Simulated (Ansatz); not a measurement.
Geometry relaxation, with input and output: Zn₁₇O₁₈ (charge −1) (part 2 of 4)

Continued. System: Zn₁₇O₁₈ (defect cell, 35 atoms in the cell, total charge −1). Method: DFT PBEsol, scalar-relativistic, plane waves, PAW, spin-polarised (Ansatz 0.2.0); cutoff 420 eV, 2×2×2 k-mesh, Gaussian smearing of 0.02 eV, collinear spins. The structure derives from a Materials Project entry. It belongs to a series of runs on one base structure; here: V_Zn, charge -1, atoms relaxed at the host's cell.

**What the program printed, continued**
```
SCF iter   1: F=—  HF=-65865.445636 eV  |F-HF|=—  |Δ(HF+E_count)|=         —  Δρ=4.25e-4 (↑4.25e-4 ↓3.66e-4)  dr2=9.76e-4  dr2_m=8.77e-5  M=1.000 μB ∫|m|=1.151 μB  β_m=0.30  ethr=2.97e-7  ⟨swp⟩=2.0  Hψ=4730  notcnv=0  defer=234
preconditioner: auto → Resta (q_TF=auto, 2.594 Å⁻¹)  ε∞=7.3  [insulator: Δε(μ)=0.071 eV  Ē_g=12.679 eV  σ=0.020 eV  W_gap=0.66  n_scr=130 (ndim 8)  ℏωp=31.9 eV  f_vac=0.055  D(μ)=19.28/eV (n_scr^D=190)  ε∞_Penn≈7.3]
spin=Collinear: Resta preconditioning applied to the charge; magnetization (m = ρ↑ − ρ↓) channel mixes plain (no charge-response kernel on spin).
SCF iter   2: F=—  HF=-65865.445494 eV  |F-HF|=—  |Δ(HF+E_count)|=   1.42e-4  Δρ=2.92e-4 (↑2.92e-4 ↓2.52e-4)  dr2=4.24e-4  dr2_m=4.84e-5  M=1.000 μB ∫|m|=1.151 μB  β_m=0.46  ethr=2.97e-7  ⟨swp⟩=2.0  Hψ=2428  notcnv=0  defer=234
SCF iter   3: F=—  HF=-65865.445435 eV  |F-HF|=—  |Δ(HF+E_count)|=   5.94e-5  Δρ=2.09e-4 (↑1.56e-4 ↓2.09e-4)  dr2=2.95e-4  dr2_m=3.38e-5  M=1.000 μB ∫|m|=1.151 μB  β_m=0.53  ethr=1.36e-7  ⟨swp⟩=2.0  Hψ=2438  notcnv=0  defer=234
SCF iter   4: F=—  HF=-65865.445415 eV  |F-HF|=—  |Δ(HF+E_count)|=   1.98e-5  Δρ=9.15e-5 (↑4.46e-5 ↓9.15e-5)  dr2=7.41e-5  dr2_m=4.93e-6  M=1.000 μB ∫|m|=1.151 μB  β_m=0.46  ethr=9.42e-8  ⟨swp⟩=2.0  Hψ=2444  notcnv=0  defer=234
iter 5 did not close the SCF: its close was put off for a magnetic moment that had not settled (scf_convergence_deferred on its scf_iter line)
SCF iter   5: F=-65865.445408 eV  HF=-65865.445410 eV  |F-HF|=1.58e-6  |Δ(HF+E_count)|=   5.37e-6  Δρ=2.20e-5 (↑1.53e-5 ↓2.20e-5)  dr2=6.04e-6  dr2_m=3.46e-7  M=1.000 μB ∫|m|=1.151 μB  β_m=0.66  ethr=2.05e-9  ⟨swp⟩=13.5  Hψ=12913  notcnv=0
iter 6 did not close the SCF: its close was put off for a magnetic moment that had not settled (scf_convergence_deferred on its scf_iter line)
SCF iter   6: F=-65865.445409 eV  HF=-65865.445411 eV  |F-HF|=1.95e-6  |Δ(HF+E_count)|=   7.27e-7  Δρ=1.40e-5 (↑1.11e-5 ↓1.40e-5)  dr2=2.87e-6  dr2_m=2.80e-8  M=1.000 μB ∫|m|=1.151 μB  β_m=0.61  ethr=1.93e-9  ⟨swp⟩=7.8  Hψ=11773  notcnv=0
iter 7 did not close the SCF: its close was put off for a magnetic moment that had not settled (scf_convergence_deferred on its scf_iter line)
SCF iter   7: F=-65865.445410 eV  HF=-65865.445410 eV  |F-HF|=7.04e-7  |Δ(HF+E_count)|=   3.58e-7  Δρ=1.13e-5 (↑3.33e-6 ↓1.13e-5)  dr2=1.00e-6  dr2_m=1.01e-7  M=1.000 μB ∫|m|=1.151 μB  β_m=0.60  ethr=9.16e-10  ⟨swp⟩=7.8  Hψ=11765  notcnv=0
iter 8 did not close the SCF: its close was put off for a magnetic moment that had not settled (scf_convergence_deferred on its scf_iter line)
SCF iter   8: F=-65865.445410 eV  HF=-65865.445410 eV  |F-HF|=6.12e-7  |Δ(HF+E_count)|=   1.05e-8  Δρ=1.02e-5 (↑2.98e-6 ↓1.02e-5)  dr2=7.86e-7  dr2_m=7.08e-8  M=1.000 μB ∫|m|=1.151 μB  β_m=0.52  ethr=3.20e-10  ⟨swp⟩=6.2  Hψ=10084  notcnv=0
SCF iter   9: F=-65865.445410 eV  HF=-65865.445410 eV  |F-HF|=6.23e-8  |Δ(HF+E_count)|=   1.21e-8  Δρ=3.55e-6 (↑1.79e-6 ↓3.55e-6)  dr2=1.17e-7  dr2_m=7.12e-9  M=1.000 μB ∫|m|=1.151 μB  ethr=2.51e-10  ⟨swp⟩=6.8  Hψ=9787  notcnv=0
SCF 2 converged in 9 iterations: F = -65865.445410 eV  dr2 = 1.17e-7
  greatest PAW one-centre occupation: 0.988 electrons in one spin orbital (limit 2), on the Zn atom at site 3 (counted from 0), in its partial waves of l = 2
relax step   2: F+E_penalty+E_count = -65865.44541018 eV  Δ(F+E_penalty+E_count) = -7.057e-3 eV  max|allowed force component| = 1.988e-1 eV/Å  Δτ_max = 0.0120 Å  (9 SCF iters, dr2 threshold 6.42e-6 eV, accepted)
SCF iter   1: F=—  HF=-65865.450829 eV  |F-HF|=—  |Δ(HF+E_count)|=         —  Δρ=5.58e-4 (↑5.58e-4 ↓4.89e-4)  dr2=1.72e-3  dr2_m=1.56e-4  M=1.000 μB ∫|m|=1.151 μB  β_m=0.30  ethr=5.39e-6  ⟨swp⟩=3.0  Hψ=3162  notcnv=0  defer=234
preconditioner: auto → Resta (q_TF=auto, 2.594 Å⁻¹)  ε∞=7.3  [insulator: Δε(μ)=0.069 eV  Ē_g=12.678 eV  σ=0.020 eV  W_gap=0.65  n_scr=130 (ndim 8)  ℏωp=31.9 eV  f_vac=0.054  D(μ)=19.27/eV (n_scr^D=190)  ε∞_Penn≈7.3]
spin=Collinear: Resta preconditioning applied to the charge; magnetization (m = ρ↑ − ρ↓) channel mixes plain (no charge-response kernel on spin).
SCF iter   2: F=—  HF=-65865.449941 eV  |F-HF|=—  |Δ(HF+E_count)|=   8.88e-4  Δρ=3.79e-4 (↑3.79e-4 ↓3.48e-4)  dr2=8.30e-4  dr2_m=9.62e-5  M=1.000 μB ∫|m|=1.151 μB  β_m=0.46  ethr=5.49e-7  ⟨swp⟩=1.2  Hψ=1770  notcnv=0  defer=234
SCF iter   3: F=—  HF=-65865.449819 eV  |F-HF|=—  |Δ(HF+E_count)|=   1.22e-4  Δρ=2.60e-4 (↑2.13e-4 ↓2.60e-4)  dr2=4.48e-4  dr2_m=5.25e-5  M=1.000 μB ∫|m|=1.151 μB  β_m=0.55  ethr=2.65e-7  ⟨swp⟩=2.4  Hψ=2322  notcnv=0  defer=234
SCF iter   4: F=—  HF=-65865.449782 eV  |F-HF|=—  |Δ(HF+E_count)|=   3.77e-5  Δρ=1.09e-4 (↑5.79e-5 ↓1.09e-4)  dr2=1.15e-4  dr2_m=6.00e-6  M=1.000 μB ∫|m|=1.151 μB  β_m=0.48  ethr=1.43e-7  ⟨swp⟩=2.0  Hψ=2443  notcnv=0  defer=234
SCF iter   5: F=—  HF=-65865.449772 eV  |F-HF|=—  |Δ(HF+E_count)|=   9.49e-6  Δρ=3.35e-5 (↑2.13e-5 ↓3.35e-5)  dr2=1.20e-5  dr2_m=8.96e-7  M=1.000 μB ∫|m|=1.151 μB  β_m=0.71  ethr=3.67e-8  ⟨swp⟩=2.0  Hψ=2443  notcnv=0  defer=234
SCF iter   6: F=—  HF=-65865.449774 eV  |F-HF|=—  |Δ(HF+E_count)|=   1.63e-6  Δρ=2.15e-5 (↑1.55e-5 ↓2.15e-5)  dr2=5.18e-6  dr2_m=1.27e-7  M=1.000 μB ∫|m|=1.151 μB  β_m=0.62  ethr=3.82e-9  ⟨swp⟩=2.0  Hψ=2443  notcnv=0  defer=234
iter 7 did not close the SCF: its close was put off for a magnetic moment that had not settled (scf_convergence_deferred on its scf_iter line)
SCF iter   7: F=-65865.449772 eV  HF=-65865.449773 eV  |F-HF|=6.15e-7  |Δ(HF+E_count)|=   8.89e-7  Δρ=1.06e-5 (↑4.08e-6 ↓1.06e-5)  dr2=1.03e-6  dr2_m=8.53e-8  M=1.000 μB ∫|m|=1.151 μB  β_m=0.65  ethr=7.89e-10  ⟨swp⟩=14.8  Hψ=12871  notcnv=0
iter 8 did not close the SCF: its close was put off for a magnetic moment that had not settled (scf_convergence_deferred on its scf_iter line)
SCF iter   8: F=-65865.449771 eV  HF=-65865.449773 eV  |F-HF|=1.57e-6  |Δ(HF+E_count)|=   1.19e-7  Δρ=1.63e-5 (↑3.91e-6 ↓1.63e-5)  dr2=1.89e-6  dr2_m=1.86e-7  M=1.000 μB ∫|m|=1.151 μB  β_m=0.51  ethr=3.31e-10  ⟨swp⟩=6.8  Hψ=10268  notcnv=0
iter 9 did not close the SCF: its close was put off for a magnetic moment that had not settled (scf_convergence_deferred on its scf_iter line)
SCF iter   9: F=-65865.449773 eV  HF=-65865.449773 eV  |F-HF|=1.47e-7  |Δ(HF+E_count)|=   6.87e-8  Δρ=5.13e-6 (↑2.36e-6 ↓5.13e-6)  dr2=2.32e-7  dr2_m=1.56e-8  M=1.000 μB ∫|m|=1.151 μB  β_m=0.56  ethr=3.31e-10  ⟨swp⟩=6.8  Hψ=9797  notcnv=0
SCF iter  10: F=-65865.449773 eV  HF=-65865.449773 eV  |F-HF|=2.04e-8  |Δ(HF+E_count)|=  3.06e-10  Δρ=2.29e-6 (↑1.15e-6 ↓2.29e-6)  dr2=4.94e-8  dr2_m=3.20e-9  M=1.000 μB ∫|m|=1.151 μB  ethr=7.41e-11  ⟨swp⟩=5.8  Hψ=9833  notcnv=0
SCF 3 converged in 10 iterations: F = -65865.449773 eV  dr2 = 4.94e-8
  greatest PAW one-centre occupation: 0.988 electrons in one spin orbital (limit 2), on the Zn atom at site 4 (counted from 0), in its partial waves of l = 2
relax step   3: F+E_penalty+E_count = -65865.44977288 eV  Δ(F+E_penalty+E_count) = -4.363e-3 eV  max|allowed force component| = 4.530e-3 eV/Å  Δτ_max = 0.0153 Å  (10 SCF iters, dr2 threshold 2.47e-6 eV, accepted)
iter 1 solved again at ethr=1.60e-11 eV; its pass at ethr=3.10e-3 eV (dr2=5.00e-8 eV) is discarded
SCF iter   1: F=—  HF=-65865.449773 eV  |F-HF|=—  |Δ(HF+E_count)|=         —  Δρ=2.29e-6 (↑1.15e-6 ↓2.29e-6)  dr2=4.94e-8  dr2_m=3.20e-9  M=1.000 μB ∫|m|=1.151 μB  β_m=0.30  ethr=1.60e-11  ⟨swp⟩=1.0  Hψ=3600  notcnv=0
preconditioner: auto → Resta (q_TF=auto, 2.594 Å⁻¹)  ε∞=7.3  [insulator: Δε(μ)=0.068 eV  Ē_g=12.677 eV  σ=0.020 eV  W_gap=0.67  n_scr=130 (ndim 8)  ℏωp=31.9 eV  f_vac=0.054  D(μ)=19.28/eV (n_scr^D=190)  ε∞_Penn≈7.3]
spin=Collinear: Resta preconditioning applied to the charge; magnetization (m = ρ↑ − ρ↓) channel mixes plain (no charge-response kernel on spin).
iter 2 did not close the SCF: its close was put off for a magnetic moment that had not settled (scf_convergence_deferred on its scf_iter line)
SCF iter   2: F=-65865.449773 eV  HF=-65865.449773 eV  |F-HF|=4.71e-9  |Δ(HF+E_count)|=  6.11e-10  Δρ=1.40e-6 (↑7.65e-7 ↓1.40e-6)  dr2=2.60e-8  dr2_m=1.19e-9  M=1.000 μB ∫|m|=1.151 μB  β_m=0.31  ethr=1.58e-11  ⟨swp⟩=7.0  Hψ=8649  notcnv=0
iter 3 did not close the SCF: its close was put off for a magnetic moment that had not settled (scf_convergence_deferred on its scf_iter line)
SCF iter   3: F=-65865.449773 eV  HF=-65865.449773 eV  |F-HF|=1.08e-9  |Δ(HF+E_count)|=   1.43e-9  Δρ=9.16e-7 (↑6.18e-7 ↓9.16e-7)  dr2=1.46e-8  dr2_m=4.70e-10  M=1.000 μB ∫|m|=1.151 μB  β_m=0.42  ethr=8.31e-12  ⟨swp⟩=5.6  Hψ=7924  notcnv=0
SCF iter   4: F=-65865.449773 eV  HF=-65865.449773 eV  |F-HF|=2.18e-10  |Δ(HF+E_count)|=   4.19e-9  Δρ=4.43e-7 (↑3.35e-7 ↓4.43e-7)  dr2=4.46e-9  dr2_m=6.98e-11  M=1.000 μB ∫|m|=1.151 μB  ethr=4.66e-12  ⟨swp⟩=5.8  Hψ=8317  notcnv=0
SCF 4 converged in 4 iterations: F = -65865.449773 eV  dr2 = 4.46e-9
relax step   4: F+E_penalty+E_count = -65865.44977291 eV  Δ(F+E_penalty+E_count) = -2.688e-8 eV  max|allowed force component| = 4.517e-3 eV/Å  Δτ_max = 0.0000 Å  (4 SCF iters, accepted)
```

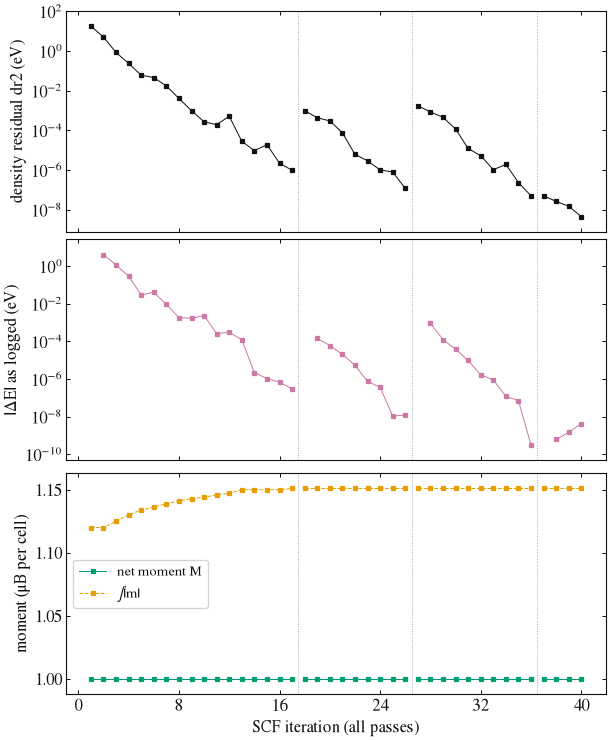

Figure 1. Convergence of the self-consistent field: density residual dr2, size of the energy change and magnetic moment against the SCF iteration. The dotted lines part the SCF passes of the relaxation: geometry steps, rejected trials and re-solves on a re-selected basis. The passes take 17, 9, 10 and 4 iterations. The net moment stays at 1.0 μB per cell.

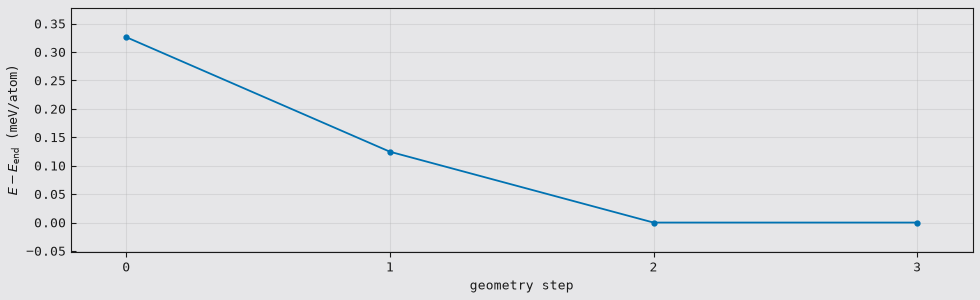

Figure 2. Progress of the relaxation, step by step (the first geometry is step 0 here and step 1 in the log).

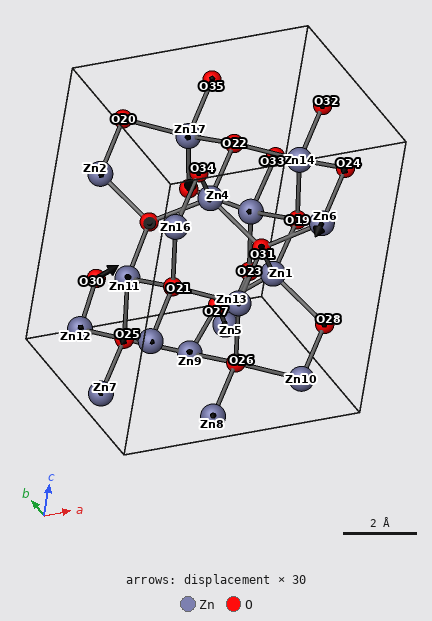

Figure 3. The starting structure with the displacements as black arrows, magnified 30 times (ball-and-stick view of the cell of the calculation, seen at an oblique angle). The energy falls by 0.3 meV per atom in 3 geometry steps. The largest force component goes from 0.32 to 0.0045 eV/Å. The atom that moves furthest is O30 (0.025 Å). Largest moves by element: O 0.025 Å, Zn 0.018 Å. The cell doesn't change. Among the contacts that change: Zn17–O18 1.910 → 1.885 Å, Zn13–O18 1.871 → 1.886 Å, Zn6–O24 2.008 → 2.018 Å, Zn1–O27 1.902 → 1.891 Å. (Atoms are counted from 1 in the order of the input.)

```
SCF converged after 4 iterations
Magnetization: 1.0000 μB (157.0000 up, 156.0000 down)
Absolute magnetization: 1.1554 μB (∫|ρ↑−ρ↓|, with the PAW one-centre terms)
Spin contamination: 0.0015 ħ² per cell (⟨S²⟩ above its minimum at these occupations)
Per-site moments (μB) at R_I (Å): [(0.01848677805642091, 0.7801929773381115), (0.018477033061222337, 0.7801859269575987), (0.018486230068312754, 0.7801829398158832), (0.018480761619554593, 0.7801777965484016), (0.018485747903232947, 0.7801995223560059), (0.005795257563176424, 0.8087005251609575), (0.009311943520026586, 0.8108466910643567), (0.018489411435426317, 0.7801704147933924), (0.01591372888937019, 0.7821938654121828), (0.0051868991743820175, 0.8119110916605431), (0.01591996315620368, 0.7821353352231152), (0.015923858599451373, 0.7821462445797017), (0.008785928653433554, 0.7778190673723006), (0.005185228859732925, 0.8119076046097286), (0.008783399910586881, 0.7777833848446996), (0.005186860500362261, 0.8119118910555075), (0.008780818248496051, 0.7777453661606352), (0.029079729867073738, 0.7777453661606352), (0.018152461293835652, 0.8119076046097286), (0.018151971829950986, 0.8119118910555075), (0.018159431819839048, 0.811933294674558), (0.018152084164655947, 0.8119508759921232), (0.018155954530725438, 0.8119110916605431), (0.007667630424526688, 0.8157731600527649), (0.03010199723332175, 0.8119074890343881), (0.01816201024761763, 0.8119733285636181), (0.123887195532919, 0.7801929773381115), (0.050706508696279025, 0.8108466910643567), (0.12388424335099456, 0.7801777965484016), (0.12394622125023778, 0.7801704147933924), (0.0189844873680931, 0.8067984954358585), (0.05067653431139914, 0.81088327920124), (0.01898136050269497, 0.8067569149298813), (0.05072127441946328, 0.8108488754151693), (0.018985930761639923, 0.8067862822568249)]
Free energy (F): -65865.449773 eV
Harris-Foulkes:  -65865.449773 eV  (|F-HF|=2.18e-10)
Internal energy: -65865.445916 eV  (E = F + TS)
E sigma→0 (E₀):  -65865.447845 eV
Entropy (-TS):   -0.003857 eV (-0.110 meV/atom)
Fermi energy:    6.607441 eV
--- Per-component energies (eV) ---
  E_band       = 355.380075
  E_kinetic    = 5373.423375
  E_local      = -35747.302566  (includes V_loc(G=0)·N_el)
  E_nonlocal   = 11418.764264
  E_hartree    = 14675.943950
  E_xc         = -3609.087355
  E_vxc        = -2565.475294  (∫ρ·V_xc dr)
  E_paw        = -33248.148805  (= ΣΔE_a)
  E_vpaw       = -7475.954215  (= ΣTr[D̂ρ^β])
  E_aug_tail   = 0.037783  (compensation charges beyond the density's cutoff)
  E_ewald      = -24743.266778
  E_core_change = 14.190216  (= ΣΔE_core)
  E_smearing   = -0.003857  (= −TS)
  E_closure    = -0.000000  (closes the sum)
  E_deformation_potential = -13.648059  (in the stress; not in F)
  Σ components = -65865.449773   (vs F -65865.449773, Δ=0.00e0)
```
